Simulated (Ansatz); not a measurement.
Geometry relaxation of Ni12Si5 (part 1 of 3)

- system: Ni12Si5 (P1, 17 atoms in the cell)
- method: DFT r2SCAN, scalar-relativistic, plane waves, PAW (Ansatz 0.2.0)

The structure was built on a prototype by a generator; it need not be a known phase. The run did not end well. It belongs to a series of runs on one base structure; here: 1 of 6 Si atoms taken out at random. Figures and captions count atoms from 1; the log counts them from 0 in places.

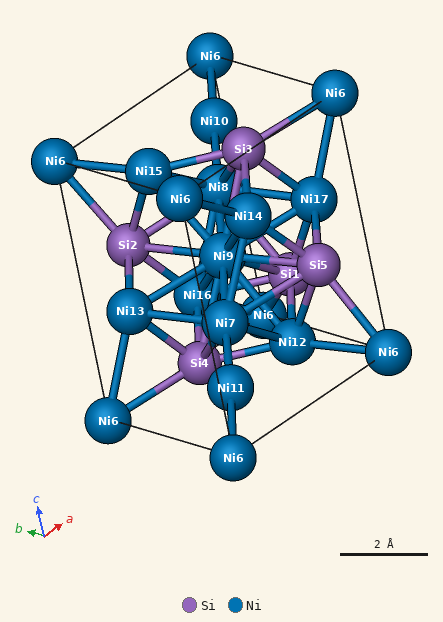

*The structure as given in the input (ball-and-stick view of the cell of the calculation, seen slightly off an axis; atoms are numbered from 1 in the order of the input). An atom can appear more than once, as a periodic image.*

Near neighbours in the periodic cell (some may lie outside the picture): Si has 11 Ni at 2.18 to 2.62 Å; Ni has 8 Ni at 2.41 to 2.62 Å and 5 Si at 2.51 to 2.62 Å; Ni has 6 Ni at 2.49 to 2.62 Å and 4 Si at 2.19 to 2.49 Å; Ni has 6 Ni at 2.51 to 2.58 Å and 5 Si at 2.18 to 2.50 Å.

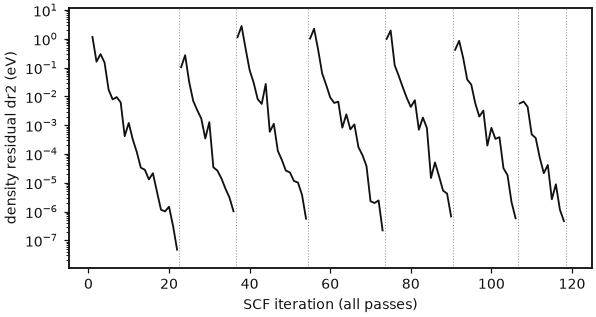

*Convergence of the self-consistent field: density residual dr2 against the SCF iteration. Dotted lines part the SCF passes that the log prints in full.*

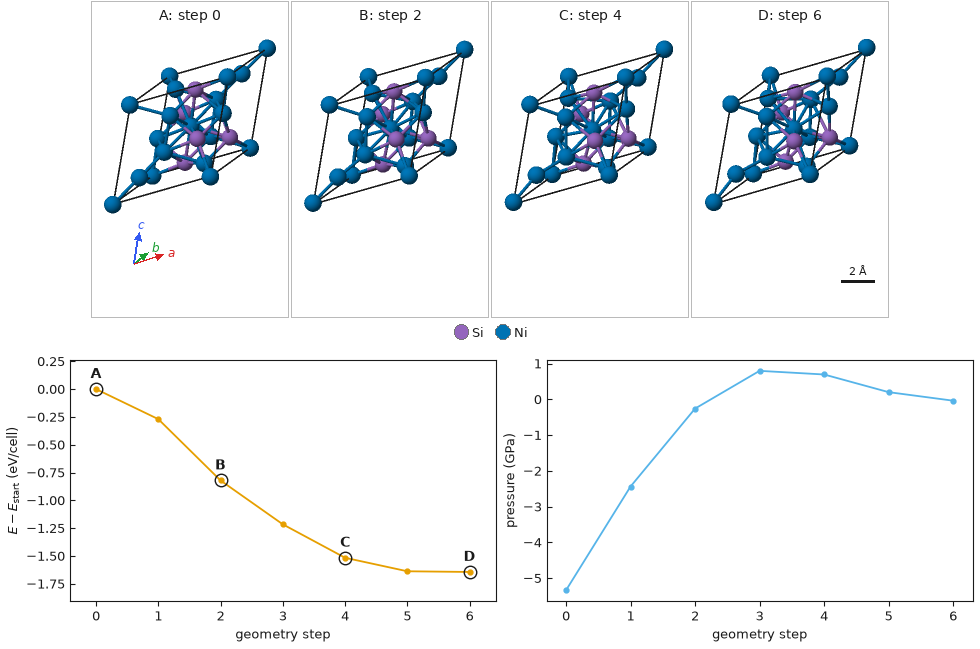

*Frames of the relaxation (ball-and-stick view of the cell of the calculation, seen slightly off an axis) above the curves, on which the letters mark them (the first geometry is step 0 here and step 1 in the log).*

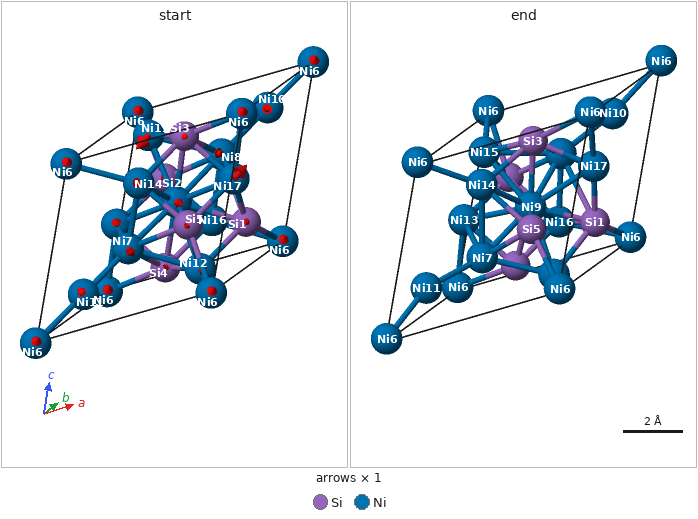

*Before (left) and after (right) the relaxation, at one scale (ball-and-stick view of the cell of the calculation, seen slightly off an axis). The red arrows give the displacements (without the part carried along by the change of the cell), at true length.*

The run was cut off at its time limit before the program reported convergence, but its last step already meets the force threshold: the largest component is 0.0061 eV/Å against 0.04 eV/Å. The pressure is within 0.04 GPa of its target. Ni17 moves most relative to the cell: 0.73 Å. Largest moves by element: Ni 0.73 Å, Si 0.17 Å. Cell: a = b = c 6.265 → 6.175 Å (−1.4 %), α 64.7° → 64.2°, β 64.7° → 64.2°, γ 64.7° → 64.2°. Volume −5.1 %. Distances before and after: Si5–Ni17 2.445 → 3.313 Å, Si4–Ni15 2.484 → 3.315 Å, Si2–Ni7 2.518 → 2.825 Å, Si1–Ni10 2.526 → 2.824 Å. Bonds break: Si4–Ni15 (2.48 → 3.31 Å), Si5–Ni17 (2.44 → 3.31 Å). The space group (tolerance 0.01 Å) goes from P1 (No. 1) to R32 (No. 155). The energy falls by 1.644 eV per cell of the calculation in 6 geometry steps. Largest force component: 0.84 eV/Å at the start, 0.0061 eV/Å at the end. Pressure: −5.34 GPa at the start and −0.04 GPa at the end. (Atoms are counted from 1 in the order of the input.)

The input that produced these results follows, with the program's output.

### Input file
```yaml
crystal:
  lattice:
    - [1.9347728363, -3.3511248535, 4.9268109823]
    - [1.9347728363, 3.3511248535, 4.9268109823]
    - [-3.8695456725, 0.0, 4.9268109823]
  atoms:
    - { symbol: Si, position: [0.9142512196, 0.5790692196, 0.2476051831] }
    - { symbol: Si, position: [0.2579428247, 0.915488425, 0.578493334] }
    - { symbol: Si, position: [0.5799318754, 0.2502048733, 0.9150361864] }
    - { symbol: Si, position: [0.4135942783, 0.7492697248, 0.0846083554] }
    - { symbol: Si, position: [0.7558988502, 0.0804089652, 0.419550681] }
    - { symbol: Ni, position: [0.9949901502, 0.0003885853, 0.9962266929] }
    - { symbol: Ni, position: [0.3275403553, 0.3325168278, 0.3349846926] }
    - { symbol: Ni, position: [0.6653690672, 0.6650404048, 0.6714798447] }
    - { symbol: Ni, position: [0.5033736462, 0.4999877836, 0.4979482975] }
    - { symbol: Ni, position: [0.8310280548, 0.832909527, 0.8361410931] }
    - { symbol: Ni, position: [0.1709227423, 0.1637367373, 0.1715963963] }
    - { symbol: Ni, position: [0.7462441609, 0.4240226909, 0.0780396883] }
    - { symbol: Ni, position: [0.0784633671, 0.7486497041, 0.4195615527] }
    - { symbol: Ni, position: [0.4172953425, 0.0843054373, 0.7458466311] }
    - { symbol: Ni, position: [0.2397020526, 0.5861050527, 0.9175302963] }
    - { symbol: Ni, position: [0.5848117578, 0.9101650526, 0.2535132912] }
    - { symbol: Ni, position: [0.9196100029, 0.2513448768, 0.5810399157] }
  symmetry: { detect: false }
basis:
  ecutwfc: 500
kpoints:
  mp_grid: { grid: [3, 3, 3], shift: [0.0, 0.0, 0.0] }
hamiltonian:
  xc: r2scan
scf:
  occupations: { method: gaussian, width: 0.1 }
  lower_state_search: "off"
output:
  forces: true
  stress: true
  eigenvalues: true
relax:
  adjacent_minimum: "off"
  f_tol: 0.04
  max_steps: 50
  cell: { stress_tol: 0.3 }
```

Command:
```bash
ansatz run input.yaml --threads 4 --pin off --max-ram 9216MiB --backend cpu --events-out ev --progress --plain --runs-dir out
```

### The program's output
```
Engine: ansatz 0.2.0, x86_64-unknown-linux-gnu
Pseudopotentials: kind: paw
Pseudopotential: Si, paw, valence charge 4, recommended cutoff 500 eV (meta_gga), Si.paw.azcp
Pseudopotential: Ni, paw, valence charge 18, recommended cutoff 500 eV (meta_gga), Ni.paw.azcp
Functional definition: r2SCAN
  parameter k0 = 0.174
  parameter k1 = 0.065
  parameter a1 = 4.9479
  exchange = r2scan_x(k0 = k0, k1 = k1, a1 = a1)
  correlation = r2scan_c
Crystal: 17 atoms, lattice volume = 191.663 Å³
Basis set: ecut = 500 eV, 4859 PW (Γ), exchange–correlation on 192×192×192 points (64 copies of the dense FFT grid, shifted against one another)
Bands: 142, of which v1, the nominal top of the filled ones, is band 118 counted from 1 (117 counted from 0)
Symmetry: 1 space group operations
k-points: 14 of 27 (time reversal used)
Non-local potential: Si, projectors of the file, l = 0: 2, l = 1: 2, l = 2: 2
Non-local potential: Ni, projectors of the file, l = 0: 3, l = 1: 2, l = 2: 3, l = 3: 1
PAW form: soft (Blöchl's): semilocal exchange-correlation on the pseudo side does not see the compensation charge
PAW frozen core: Si, regenerated for the run's functional (the file was generated under x = pbe(κ = 0.804, μ = 0.2195149727645171), c = pbe(β = 0.06672455060314922))
PAW frozen core: Ni, regenerated for the run's functional (the file was generated under x = pbe(κ = 0.804, μ = 0.2195149727645171), c = pbe(β = 0.06672455060314922))
PAW one-centre angular grid: Si, 302 points (default); XC on 160 Gauss nodes
PAW one-centre angular grid: Ni, 590 points (default); XC on 160 Gauss nodes
Initial density: superposition of atomic densities (neutral atoms: chi_scale 0, normalization atom), corrected by the library's trained network
Initial wavefunctions: pseudopotential atomic-orbital guess
Functional: x = r2scan, c = r2scan; τ floored in thin density (d = 2e-4 eV/Å³)
SCF iter   1: F=-73344.337473 eV  HF=-73344.473373 eV  |F-HF|=1.36e-1  |Δ(HF+E_count)|=         —  Δρ=2.77e-2  dr2=1.17e0  dr2_τ=5.73e-1  ethr=1.77e-3  ⟨swp⟩=5.7  Hψ=7466  notcnv=0  defer=29
preconditioner: auto → Kerker (q_TF=auto, 2.825 Å⁻¹)  [metal: Δε(μ)=0.049 eV  Ē_g=7.572 eV  σ=0.100 eV  W_gap=0.27  n_scr=64 (ndim 8)  ℏωp=31.7 eV  f_vac=0.007  D(μ)=6.96/eV (n_scr^D=58)]
SCF iter   2: F=-73344.879343 eV  HF=-73345.128681 eV  |F-HF|=2.49e-1  |Δ(HF+E_count)|=   6.55e-1  Δρ=1.29e-2  dr2=1.62e-1  dr2_τ=7.71e-3  ethr=4.95e-4  ⟨swp⟩=3.0  Hψ=3530  notcnv=0  defer=227
SCF iter   3: F=-73344.836767 eV  HF=-73345.101122 eV  |F-HF|=2.64e-1  |Δ(HF+E_count)|=   2.76e-2  Δρ=1.38e-2  dr2=2.96e-1  dr2_τ=8.71e-4  ethr=6.88e-5  ⟨swp⟩=2.1  Hψ=3546  notcnv=0  defer=227
SCF iter   4: F=-73344.947467 eV  HF=-73345.086424 eV  |F-HF|=1.39e-1  |Δ(HF+E_count)|=   1.47e-2  Δρ=9.97e-3  dr2=1.51e-1  dr2_τ=5.44e-4  ethr=6.88e-5  ⟨swp⟩=2.0  Hψ=2621  notcnv=0  defer=227
SCF iter   5: F=-73345.057470 eV  HF=-73345.070776 eV  |F-HF|=1.33e-2  |Δ(HF+E_count)|=   1.56e-2  Δρ=3.29e-3  dr2=1.74e-2  dr2_τ=1.34e-4  ethr=6.39e-5  ⟨swp⟩=2.0  Hψ=2627  notcnv=0  defer=227
SCF iter   6: F=-73345.066162 eV  HF=-73345.070439 eV  |F-HF|=4.28e-3  |Δ(HF+E_count)|=   3.38e-4  Δρ=2.53e-3  dr2=7.94e-3  dr2_τ=3.55e-5  ethr=7.37e-6  ⟨swp⟩=2.0  Hψ=2445  notcnv=0  defer=227
SCF iter   7: F=-73345.063156 eV  HF=-73345.071741 eV  |F-HF|=8.59e-3  |Δ(HF+E_count)|=   1.30e-3  Δρ=2.50e-3  dr2=9.51e-3  dr2_τ=3.67e-5  ethr=3.36e-6  ⟨swp⟩=2.0  Hψ=3060  notcnv=0  defer=227
SCF iter   8: F=-73345.065976 eV  HF=-73345.071319 eV  |F-HF|=5.34e-3  |Δ(HF+E_count)|=   4.23e-4  Δρ=2.09e-3  dr2=6.26e-3  dr2_τ=1.97e-5  ethr=3.36e-6  ⟨swp⟩=2.0  Hψ=2358  notcnv=0  defer=227
SCF iter   9: F=-73345.070844 eV  HF=-73345.071019 eV  |F-HF|=1.75e-4  |Δ(HF+E_count)|=   2.99e-4  Δρ=4.74e-4  dr2=4.17e-4  dr2_τ=2.33e-6  ethr=2.65e-6  ⟨swp⟩=1.4  Hψ=2002  notcnv=0  defer=227
SCF iter  10: F=-73345.070057 eV  HF=-73345.071185 eV  |F-HF|=1.13e-3  |Δ(HF+E_count)|=   1.66e-4  Δρ=8.93e-4  dr2=1.20e-3  dr2_τ=3.88e-6  ethr=1.77e-7  ⟨swp⟩=2.0  Hψ=3471  notcnv=0  defer=227
SCF iter  11: F=-73345.070888 eV  HF=-73345.071141 eV  |F-HF|=2.53e-4  |Δ(HF+E_count)|=   4.41e-5  Δρ=4.64e-4  dr2=3.22e-4  dr2_τ=1.05e-6  ethr=1.77e-7  ⟨swp⟩=2.0  Hψ=3435  notcnv=0  defer=227
SCF iter  12: F=-73345.071012 eV  HF=-73345.071116 eV  |F-HF|=1.03e-4  |Δ(HF+E_count)|=   2.58e-5  Δρ=2.49e-4  dr2=1.17e-4  dr2_τ=3.80e-7  ethr=1.36e-7  ⟨swp⟩=2.0  Hψ=2561  notcnv=0  defer=227
SCF iter  13: F=-73345.071083 eV  HF=-73345.071104 eV  |F-HF|=2.15e-5  |Δ(HF+E_count)|=   1.13e-5  Δρ=1.15e-4  dr2=3.35e-5  dr2_τ=1.29e-7  ethr=4.94e-8  ⟨swp⟩=2.2  Hψ=2299  notcnv=0  defer=227
SCF iter  14: F=-73345.070938 eV  HF=-73345.070957 eV  |F-HF|=1.93e-5  |Δ(HF+E_count)|=   1.47e-4  Δρ=1.20e-4  dr2=2.83e-5  dr2_τ=1.03e-7  ethr=1.42e-8  ⟨swp⟩=2.2  Hψ=2224  notcnv=0  defer=227
SCF iter  15: F=-73345.070948 eV  HF=-73345.070956 eV  |F-HF|=7.93e-6  |Δ(HF+E_count)|=   1.06e-6  Δρ=8.70e-5  dr2=1.31e-5  dr2_τ=4.80e-8  ethr=1.20e-8  ⟨swp⟩=2.1  Hψ=2279  notcnv=0  defer=227
SCF iter  16: F=-73345.070939 eV  HF=-73345.070957 eV  |F-HF|=1.83e-5  |Δ(HF+E_count)|=   1.35e-6  Δρ=1.14e-4  dr2=2.15e-5  dr2_τ=6.72e-8  ethr=5.54e-9  ⟨swp⟩=2.0  Hψ=3109  notcnv=0  defer=227
SCF iter  17: F=-73345.070954 eV  HF=-73345.070957 eV  |F-HF|=3.67e-6  |Δ(HF+E_count)|=   3.09e-7  Δρ=5.39e-5  dr2=4.90e-6  dr2_τ=2.20e-8  ethr=5.54e-9  ⟨swp⟩=2.0  Hψ=2460  notcnv=0  defer=227
SCF iter  18: F=-73345.070957 eV  HF=-73345.070957 eV  |F-HF|=3.33e-7  |Δ(HF+E_count)|=   1.75e-7  Δρ=3.00e-5  dr2=1.16e-6  dr2_τ=1.11e-8  ethr=2.08e-9  ⟨swp⟩=1.0  Hψ=1761  notcnv=0  defer=227
SCF iter  19: F=-73345.070956 eV  HF=-73345.070957 eV  |F-HF|=7.58e-7  |Δ(HF+E_count)|=   2.34e-8  Δρ=2.44e-5  dr2=1.01e-6  dr2_τ=3.98e-9  ethr=4.93e-10  ⟨swp⟩=2.0  Hψ=2706  notcnv=0  defer=227
SCF iter  20: F=-73345.070956 eV  HF=-73345.070957 eV  |F-HF|=1.42e-6  |Δ(HF+E_count)|=   6.44e-8  Δρ=3.07e-5  dr2=1.47e-6  dr2_τ=4.92e-9  ethr=4.29e-10  ⟨swp⟩=2.0  Hψ=2603  notcnv=0  defer=227
SCF iter  21: F=-73345.070957 eV  HF=-73345.070957 eV  |F-HF|=2.66e-7  |Δ(HF+E_count)|=   6.57e-8  Δρ=1.29e-5  dr2=3.15e-7  dr2_τ=1.15e-9  ethr=4.29e-10  ⟨swp⟩=2.0  Hψ=2356  notcnv=0  defer=227
SCF iter  22: F=-73345.070957 eV  HF=-73345.070957 eV  |F-HF|=3.11e-8  |Δ(HF+E_count)|=   1.51e-8  Δρ=4.66e-6  dr2=4.73e-8  dr2_τ=2.05e-10  ethr=4.24e-11  ⟨swp⟩=10.4  Hψ=10943  notcnv=0
SCF 1 converged in 22 iterations: F = -73345.070957 eV  dr2 = 4.73e-8
  greatest PAW one-centre occupation: 1.001 electrons in one spin orbital (limit 2), on the Ni atom at site 12 (counted from 0), in its partial waves of l = 1
relax step   1: F+E_penalty+E_count = -73345.07095699 eV  Δ(F+E_penalty+E_count) = +0.000e0 eV  max|allowed force component| = 8.427e-1 eV/Å  Δτ_max = 0.0000 Å  P = -5.337 GPa  Ω = 191.663 Å³  (22 SCF iters, dr2 threshold 1.00e-7 eV, accepted)
Crystal: 17 atoms, lattice volume = 188.070 Å³
Basis set: ecut = 500 eV, 4781 PW (Γ), exchange–correlation on 192×192×192 points (64 copies of the dense FFT grid, shifted against one another)
Initial density: handed on by an earlier stage of this run
Initial wavefunctions: those handed on with the density
iter 1 solved again at ethr=4.46e-5 eV; its pass at ethr=3.10e-3 eV (dr2=1.05e-1 eV) is discarded
```
